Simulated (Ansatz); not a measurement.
## C$_{7}$O: single-point calculation

System: C$_{7}$O (slab, 8 atoms in the cell).
Method: DFT, PBE, dispersion d3bj, plane waves, PAW, no spin polarisation (Ansatz 0.2.0).

The structure derives from an entry of the Crystallography Open Database.

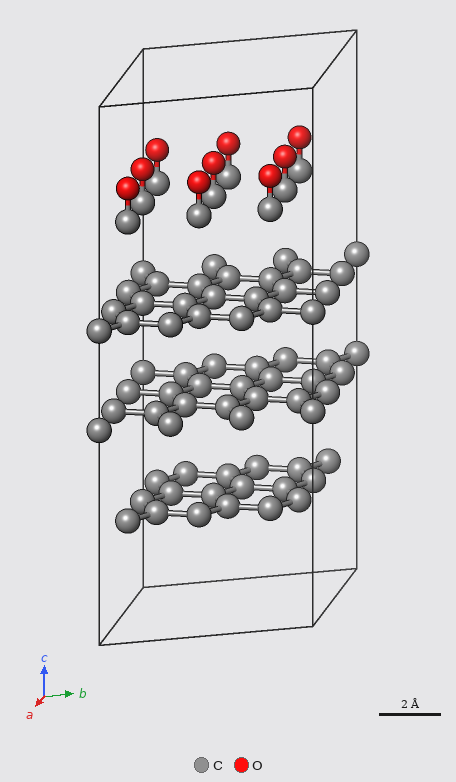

**Figure 1.** The input geometry (ball-and-stick view of the 3 × 3 repeat of the cell, with the vacuum cut short, seen slightly off an axis).

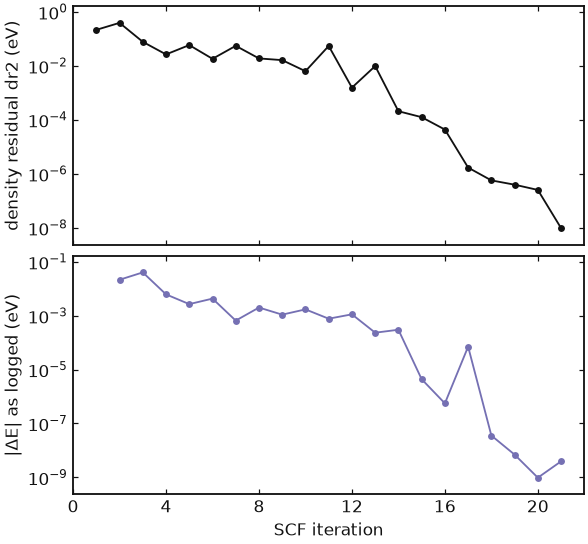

**Figure 2.** Convergence of the self-consistent field: density residual dr2 and size of the energy change against the SCF iteration. The residual falls unevenly and jumps up by a factor of two or more 4 times on the way down.

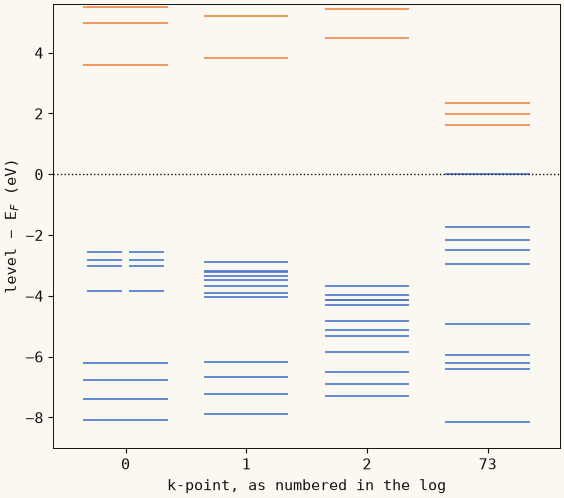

**Figure 3.** Kohn–Sham levels near the Fermi level (dotted) at the few k-points that the log prints; levels within 0.02 eV of each other stand side by side. The system is metallic on the full mesh.

The input and output of the run follow.

Input
```yaml
crystal:
  lattice:
    - [2.4650495083, 0.0, 0.0]
    - [-1.2325247541, 2.1347954958, 0.0]
    - [0.0, 0.0, 26.8487123425]
  atoms:
    - { symbol: C, position: [0.6666666667, 0.3333333333, 0.3165887396] }
    - { symbol: C, position: [0.3333333333, 0.6666666667, 0.3166487054] }
    - { symbol: C, position: [0.3333333333, 0.6666666667, 0.4419764383] }
    - { symbol: C, position: [0.0, 0.0, 0.4420287312] }
    - { symbol: C, position: [0.0, 0.0, 0.5677345438] }
    - { symbol: C, position: [0.6666666667, 0.3333333333, 0.5677624312] }
    - { symbol: C, position: [0.6666666667, 0.3333333333, 0.695020458] }
    - { symbol: O, position: [0.6666666667, 0.3333333333, 0.7372565669] }
  symmetry: { detect: false }
basis:
  ecutwfc: 420
kpoints:
  mp_grid: { grid: [12, 12, 1] }
hamiltonian:
  xc: pbe
  dispersion: d3bj
scf:
  occupations: { method: gaussian, width: 0.025 }
output:
  forces: true
  eigenvalues: true
efield:
  axis: 3
  dipole_correction: true
  ramp_width: 0.04
```

Launched with:
```bash
ansatz run input.yaml --threads 1 --pin off --max-ram 2560MiB --backend cpu --events-out ev --progress --plain --runs-dir out
```

Output
```
Engine: ansatz 0.2.0, x86_64-unknown-linux-gnu
Pseudopotentials: kind: paw
Pseudopotential: C, paw, valence charge 4, recommended cutoff 420 eV (normal), C.paw.azcp
Pseudopotential: O, paw, valence charge 6, recommended cutoff 420 eV (normal), O.paw.azcp
Functional definition: PBE
  parameter kappa = 0.804
  parameter beta = 0.06672455060314922
  exchange = pbe_x(kappa = kappa, mu = beta*pi^2/3)
  correlation = pbe_c(beta = beta)
Crystal: 8 atoms, lattice volume = 141.288 Å³
Basis set: ecut = 420 eV, 2687 PW (Γ), exchange–correlation on 36×36×360 points (8 copies of the dense FFT grid, shifted against one another)
Bands: 25, of which v1, the nominal top of the filled ones, is band 17 counted from 1 (16 counted from 0)
Symmetry: 1 space group operations
k-points: 74 of 144 (time reversal used)
Non-local potential: C, projectors of the file, l = 0: 2, l = 1: 2, l = 2: 1
Non-local potential: O, projectors of the file, l = 0: 2, l = 1: 2, l = 2: 1
PAW form: soft (Blöchl's): semilocal exchange-correlation on the pseudo side does not see the compensation charge
PAW one-centre angular grid: C, 110 points (default); XC on 64 Gauss nodes
PAW one-centre angular grid: O, 110 points (default); XC on 64 Gauss nodes
Initial density: superposition of atomic densities (neutral atoms: chi_scale 0, normalization atom), corrected by the library's trained network
Initial wavefunctions: pseudopotential atomic-orbital guess
Functional: x = pbe(κ = 0.804, μ = 0.2195149727645171), c = pbe(β = 0.06672455060314922)
SCF iter   1: F=—  HF=-2322.014657 eV  |F-HF|=—  |Δ(HF+E_count)|=         —  Δρ=4.34e-3  dr2=2.13e-1  ethr=1.77e-3  p=-0.134 e·Å  D=-1.72e-1 V/Å  ΔV_dip=4.61 eV  dr2_dipole=1.46e-1  V_vac-E_F(+/−)=8.93/4.32 eV  ⟨swp⟩=9.8  Hψ=11382  notcnv=0  defer=16
efield: sawtooth ramp at fractional position 0.0069 (placed from the atoms, in the widest stretch of the axis that holds none; the zero of the levels goes with the place), width 0.0400; the density the first Hamiltonian is built on has a dipole p = -0.134 e·Å; the dipole correction subtracts the counter field D = -1.72e-1 V/Å, which shifts the + side's vacuum level by +4.61 eV against the − side's; the planar-averaged density in the ramp window peaks in size at 4.9e-5 e/Å³
preconditioner: auto → Resta (q_TF=auto, 2.152 Å⁻¹)  ε∞=2.5  [insulator: Δε(μ)=0.369 eV  Ē_g=14.903 eV  σ=0.025 eV  W_gap=1.00  n_scr=18 (ndim 8)  ℏωp=18.2 eV  f_vac=0.467  D(μ)=0.00/eV (n_scr^D=0)  ε∞_Penn≈2.5  vacuum switching on, ρ_ref=1.6e-2 e/Å³]
SCF iter   2: F=—  HF=-2321.993162 eV  |F-HF|=—  |Δ(HF+E_count)|=   2.15e-2  Δρ=6.24e-3  dr2=3.87e-1  ethr=6.27e-4  p=-0.019 e·Å  D=-2.44e-2 V/Å  ΔV_dip=0.65 eV  dr2_dipole=2.40e-1  V_vac-E_F(+/−)=6.17/5.52 eV  ⟨swp⟩=2.7  Hψ=3499  notcnv=0  defer=194
preconditioner: auto → LDOS  [insulator: Δε(μ)=0.174 eV  Ē_g=14.840 eV  σ=0.025 eV  W_gap=0.75  n_scr=18 (ndim 8)  ℏωp=18.1 eV  f_vac=0.466  D(μ)=3.00/eV (n_scr^D=16)  ε∞_Penn≈2.5  β→1.0]
SCF iter   3: F=—  HF=-2321.952908 eV  |F-HF|=—  |Δ(HF+E_count)|=   4.03e-2  Δρ=2.55e-3  dr2=7.67e-2  ethr=6.27e-4  p=-0.070 e·Å  D=-8.94e-2 V/Å  ΔV_dip=2.40 eV  dr2_dipole=4.90e-2  V_vac-E_F(+/−)=6.57/4.17 eV  ⟨swp⟩=2.2  Hψ=2761  notcnv=0  defer=168
SCF iter   4: F=—  HF=-2321.946753 eV  |F-HF|=—  |Δ(HF+E_count)|=   6.16e-3  Δρ=2.59e-3  dr2=2.62e-2  ethr=2.26e-4  p=-0.051 e·Å  D=-6.54e-2 V/Å  ΔV_dip=1.76 eV  dr2_dipole=2.75e-4  V_vac-E_F(+/−)=6.21/4.46 eV  ⟨swp⟩=2.1  Hψ=2794  notcnv=0  defer=214
SCF iter   5: F=—  HF=-2321.949434 eV  |F-HF|=—  |Δ(HF+E_count)|=   2.68e-3  Δρ=1.57e-3  dr2=5.81e-2  ethr=7.71e-5  p=-0.034 e·Å  D=-4.38e-2 V/Å  ΔV_dip=1.18 eV  dr2_dipole=3.07e-2  V_vac-E_F(+/−)=5.64/4.46 eV  ⟨swp⟩=2.7  Hψ=2538  notcnv=0  defer=214  recentre
SCF iter   6: F=—  HF=-2321.945145 eV  |F-HF|=—  |Δ(HF+E_count)|=   4.29e-3  Δρ=1.04e-3  dr2=1.80e-2  ethr=7.71e-5  p=-0.042 e·Å  D=-5.38e-2 V/Å  ΔV_dip=1.44 eV  dr2_dipole=1.08e-2  V_vac-E_F(+/−)=5.93/4.49 eV  ⟨swp⟩=1.7  Hψ=2581  notcnv=0  defer=211
SCF iter   7: F=—  HF=-2321.944491 eV  |F-HF|=—  |Δ(HF+E_count)|=   6.55e-4  Δρ=1.26e-3  dr2=5.45e-2  ethr=5.29e-5  p=-0.049 e·Å  D=-6.26e-2 V/Å  ΔV_dip=1.68 eV  dr2_dipole=3.86e-2  V_vac-E_F(+/−)=5.93/4.25 eV  ⟨swp⟩=2.3  Hψ=1878  notcnv=0  defer=211  recentre
SCF iter   8: F=—  HF=-2321.946493 eV  |F-HF|=—  |Δ(HF+E_count)|=   2.00e-3  Δρ=7.70e-4  dr2=1.86e-2  ethr=5.29e-5  p=-0.037 e·Å  D=-4.68e-2 V/Å  ΔV_dip=1.26 eV  dr2_dipole=1.32e-2  V_vac-E_F(+/−)=5.72/4.47 eV  ⟨swp⟩=1.7  Hψ=2578  notcnv=0  defer=211
SCF iter   9: F=—  HF=-2321.945405 eV  |F-HF|=—  |Δ(HF+E_count)|=   1.09e-3  Δρ=6.64e-4  dr2=1.61e-2  ethr=5.29e-5  p=-0.039 e·Å  D=-4.96e-2 V/Å  ΔV_dip=1.33 eV  dr2_dipole=1.14e-2  V_vac-E_F(+/−)=5.74/4.41 eV  ⟨swp⟩=1.6  Hψ=1749  notcnv=0  defer=211
SCF iter  10: F=—  HF=-2321.943700 eV  |F-HF|=—  |Δ(HF+E_count)|=   1.71e-3  Δρ=4.52e-4  dr2=6.26e-3  ethr=4.74e-5  p=-0.043 e·Å  D=-5.54e-2 V/Å  ΔV_dip=1.49 eV  dr2_dipole=4.60e-3  V_vac-E_F(+/−)=5.84/4.35 eV  ⟨swp⟩=1.6  Hψ=1759  notcnv=0  defer=211
SCF iter  11: F=—  HF=-2321.944471 eV  |F-HF|=—  |Δ(HF+E_count)|=   7.71e-4  Δρ=1.28e-3  dr2=5.39e-2  ethr=1.84e-5  p=-0.048 e·Å  D=-6.15e-2 V/Å  ΔV_dip=1.65 eV  dr2_dipole=3.93e-2  V_vac-E_F(+/−)=5.88/4.23 eV  ⟨swp⟩=1.4  Hψ=2441  notcnv=0  defer=208  recentre
SCF iter  12: F=—  HF=-2321.943355 eV  |F-HF|=—  |Δ(HF+E_count)|=   1.12e-3  Δρ=3.16e-4  dr2=1.54e-3  ethr=1.84e-5  p=-0.045 e·Å  D=-5.76e-2 V/Å  ΔV_dip=1.55 eV  dr2_dipole=8.29e-4  V_vac-E_F(+/−)=5.85/4.31 eV  ⟨swp⟩=1.5  Hψ=1814  notcnv=0  defer=208
SCF iter  13: F=—  HF=-2321.943588 eV  |F-HF|=—  |Δ(HF+E_count)|=   2.33e-4  Δρ=4.95e-4  dr2=9.69e-3  ethr=4.53e-6  p=-0.044 e·Å  D=-5.63e-2 V/Å  ΔV_dip=1.51 eV  dr2_dipole=6.52e-3  V_vac-E_F(+/−)=5.83/4.32 eV  ⟨swp⟩=1.3  Hψ=1700  notcnv=0  defer=208  recentre
SCF iter  14: F=—  HF=-2321.943288 eV  |F-HF|=—  |Δ(HF+E_count)|=   3.00e-4  Δρ=1.30e-4  dr2=2.06e-4  ethr=4.53e-6  p=-0.046 e·Å  D=-5.84e-2 V/Å  ΔV_dip=1.57 eV  dr2_dipole=8.15e-5  V_vac-E_F(+/−)=5.85/4.28 eV  ⟨swp⟩=1.3  Hψ=1681  notcnv=0  defer=208
SCF iter  15: F=—  HF=-2321.943283 eV  |F-HF|=—  |Δ(HF+E_count)|=   4.38e-6  Δρ=6.05e-5  dr2=1.24e-4  ethr=6.07e-7  p=-0.045 e·Å  D=-5.81e-2 V/Å  ΔV_dip=1.56 eV  dr2_dipole=9.09e-5  V_vac-E_F(+/−)=5.85/4.29 eV  ⟨swp⟩=1.2  Hψ=1687  notcnv=0  defer=208
SCF iter  16: F=—  HF=-2321.943283 eV  |F-HF|=—  |Δ(HF+E_count)|=   5.56e-7  Δρ=3.62e-5  dr2=4.31e-5  ethr=3.64e-7  p=-0.045 e·Å  D=-5.82e-2 V/Å  ΔV_dip=1.56 eV  dr2_dipole=3.14e-5  V_vac-E_F(+/−)=5.85/4.29 eV  ⟨swp⟩=1.0  Hψ=1642  notcnv=0  defer=208
SCF iter  17: F=—  HF=-2321.943354 eV  |F-HF|=—  |Δ(HF+E_count)|=   7.07e-5  Δρ=7.01e-6  dr2=1.68e-6  ethr=1.27e-7  p=-0.045 e·Å  D=-5.83e-2 V/Å  ΔV_dip=1.56 eV  dr2_dipole=9.93e-7  V_vac-E_F(+/−)=5.85/4.29 eV  ⟨swp⟩=1.0  Hψ=1691  notcnv=0  defer=208
SCF iter  18: F=—  HF=-2321.943354 eV  |F-HF|=—  |Δ(HF+E_count)|=   3.55e-8  Δρ=5.40e-6  dr2=5.64e-7  ethr=4.95e-9  p=-0.046 e·Å  D=-5.83e-2 V/Å  ΔV_dip=1.56 eV  dr2_dipole=3.97e-7  V_vac-E_F(+/−)=5.85/4.29 eV  ⟨swp⟩=1.0  Hψ=1642  notcnv=0  defer=208
SCF iter  19: F=—  HF=-2321.943354 eV  |F-HF|=—  |Δ(HF+E_count)|=   6.95e-9  Δρ=3.86e-6  dr2=3.91e-7  ethr=1.66e-9  p=-0.045 e·Å  D=-5.83e-2 V/Å  ΔV_dip=1.56 eV  dr2_dipole=2.81e-7  V_vac-E_F(+/−)=5.85/4.29 eV  ⟨swp⟩=1.0  Hψ=1645  notcnv=0  defer=208
SCF iter  20: F=—  HF=-2321.943354 eV  |F-HF|=—  |Δ(HF+E_count)|=  9.69e-10  Δρ=2.78e-6  dr2=2.50e-7  ethr=1.15e-9  p=-0.045 e·Å  D=-5.83e-2 V/Å  ΔV_dip=1.56 eV  dr2_dipole=1.81e-7  V_vac-E_F(+/−)=5.85/4.29 eV  ⟨swp⟩=1.0  Hψ=1642  notcnv=0  defer=208
SCF iter  21: F=-2321.943354 eV  HF=-2321.943354 eV  |F-HF|=1.54e-8  |Δ(HF+E_count)|=   3.92e-9  Δρ=5.79e-7  dr2=9.60e-9  ethr=2.94e-10  p=-0.045 e·Å  D=-5.83e-2 V/Å  ΔV_dip=1.56 eV  dr2_dipole=6.22e-9  V_vac-E_F(+/−)=5.85/4.29 eV  ⟨swp⟩=13.4  Hψ=8371  notcnv=0
SCF 1 converged in 21 iterations: F = -2321.943354 eV  dr2 = 9.60e-9
  greatest PAW one-centre occupation: 0.898 electrons in one spin orbital (limit 2), on the O atom at site 7 (counted from 0), in its partial waves of l = 0
SCF converged after 21 iterations
Free energy (F): -2321.943354 eV
Harris-Foulkes:  -2321.943354 eV  (|F-HF|=1.54e-8)
Internal energy: -2321.942798 eV  (E = F + TS)
E sigma→0 (E₀):  -2321.943076 eV
Entropy (-TS):   -0.000555 eV (-0.069 meV/atom)
Fermi energy:    0.734520 eV
Dipole field:    D = -0.058394 V/Å  (p = -0.045594 e·Å, saw-weighted, corrected)
Work function:   Φ+ = 5.8539 eV   Φ− = 4.2860 eV
Levels:          The Fermi level and band energies are counted from a zero that moves with the ramp; work functions are not
--- Per-component energies (eV) ---
  E_band       = -287.930233
  E_kinetic    = 805.310599
  E_local      = -20907.305183  (includes V_loc(G=0)·N_el)
  E_nonlocal   = 242.288625
  E_hartree    = 10080.699478
  E_xc         = -407.062595
  E_vxc        = -506.378773  (∫ρ·V_xc dr)
  E_paw        = -853.308969  (= ΣΔE_a)
  E_vpaw       = -83.093007  (= ΣTr[D̂ρ^β])
  E_aug_tail   = 0.002485  (compensation charges beyond the density's cutoff)
  E_efield     = 0.001331  (sawtooth field / dipole correction)
  E_vefield    = -0.155356  (∫n·V_field dr)
  E_ewald      = 8718.497797
  E_disp       = -1.066366  (pairwise vdW)
  E_smearing   = -0.000555  (= −TS)
  E_closure    = 0.000000  (closes the sum)
  Σ components = -2321.943354   (vs F -2321.943354, Δ=0.00e0)
--- Forces (eV/Å), atoms counted from 1 ---
  atom   1  C      0.00000003     0.00000219     0.01147551
  atom   2  C      0.00000000    -0.00000217    -0.01295787
  atom   3  C      0.00000001     0.00000217     0.00020710
  atom   4  C     -0.00000001    -0.00000216     0.00048779
  atom   5  C     -0.00000001     0.00000214     0.00522377
  atom   6  C     -0.00000005    -0.00000213    -0.00555018
  atom   7  C      0.00000004    -0.00000004    -0.00999844
  atom   8  O      0.00000014    -0.00000003     0.01112813
  max |Σ_I F_I| component: 1.58e-5 eV/Å
--- Band table (eV; the first three rows and the last of 74) ---
  k-point 0: bands = ["-24.2866", "-18.7945", "-18.5776", "-18.2762", "-9.7587", "-7.3444", "-6.6742", "-6.0510", "-5.4892", "-3.0969", "-3.0969", "-2.2815", "-2.2815", "-2.0954", "-2.0954", "-1.8146", "-1.8146", "4.3406", "5.7149", "6.2289", "6.3896", "7.5296", "7.8776", "7.9146", "7.9146"]
  k-point 1: bands = ["-24.2008", "-18.6300", "-18.4137", "-18.1127", "-9.6346", "-7.1454", "-6.4909", "-5.9312", "-5.4567", "-3.2917", "-3.1772", "-2.9336", "-2.7475", "-2.6207", "-2.4658", "-2.4345", "-2.1534", "4.5621", "5.9330", "6.4382", "6.6054", "7.3882", "7.7932", "7.7954", "8.1058"]
  k-point 2: bands = ["-23.9584", "-18.1383", "-17.9238", "-17.6236", "-9.2794", "-6.5577", "-6.1581", "-5.7693", "-5.1126", "-4.5745", "-4.3877", "-4.1042", "-3.5792", "-3.4156", "-3.3912", "-3.2293", "-2.9474", "5.2257", "6.1704", "6.5843", "7.0877", "7.3005", "7.4781", "8.3735", "8.7435"]
  k-point 73: bands = ["-22.7985", "-13.5275", "-13.3418", "-13.0500", "-12.4892", "-12.3022", "-12.0142", "-8.6556", "-7.4305", "-5.6720", "-5.4854", "-5.2024", "-4.1968", "-2.2167", "-1.7446", "-1.4196", "-1.0042", "0.7264", "2.3511", "2.7190", "3.0634", "6.3870", "8.1020", "8.3412", "8.6514"]
```

Results in brief

```tsv
quantity	value
outcome	converged
electrons treated	34
free energy	−2321.9434 eV
Fermi energy	0.735 eV
gap on the k-point mesh	none (metallic)
largest force (length of the vector)	0.013 eV/Å
hardware	1 thread of Intel Xeon (Sapphire Rapids), 32 GiB of memory available, shared host
wall time	25 s
peak memory	0.52 GiB
```

Notes

Settings chosen away from the usual ones: crystal.symmetry set to {"detect": false}; scf.occupations.width set to 0.025 (from 0.05).
